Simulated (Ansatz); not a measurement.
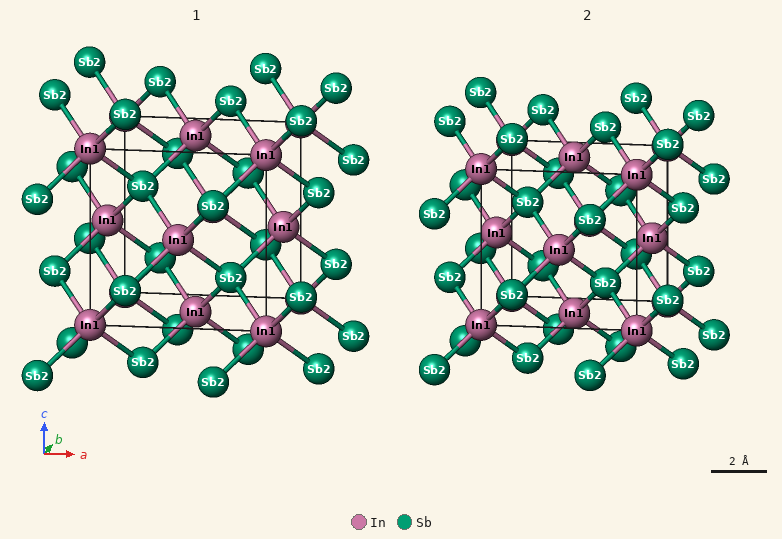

Two geometries of solid InSb (a generated structure, set up in F-43m) (coarse preliminary run), drawn at one scale. One is the start of a relaxation, the other its converged end. The picture is a ball-and-stick view of the conventional cell (4 times the calculation's cell), seen slightly off an axis. Lengths and directions refer to the drawn axes.

Computed with DFT PBE, scalar-relativistic, plane waves, PAW in Ansatz. Set-up: plane-wave cutoff 420 eV; k-point mesh 6 × 6 × 6; occupations gaussian; smearing width 0.1 eV; no spin polarisation; cell and atoms relaxed; force threshold 0.05 eV/Å; at most 60 steps.

**Which geometry has the lower energy?**

Structure 1 is the relaxed one. Case: B → In, P → Sb on all its sites, cell and atoms relaxed. After 5 accepted moves (7 points after the start) the energy has fallen by 827 meV per atom. All forces vanish by symmetry, so only the cell relaxes. The pressure goes from 33.29 to 0.15 GPa. The SCF was repeated twice at an unchanged geometry on a basis and grid sized afresh for the cell, which shifted the energy by 12.0 meV per atom at most. The atoms keep their places relative to the cell (all moves are under 0.005 Å). The drawn cell changes as follows: a = b = c 5.863 → 6.629 Å (+13.1 %); the volume changes by +44.6 %. Among the contacts that change: In1–Sb2 2.539 → 2.871 Å. The space group stays F-43m (No. 216). The run took about 19 core-seconds on a shared host.
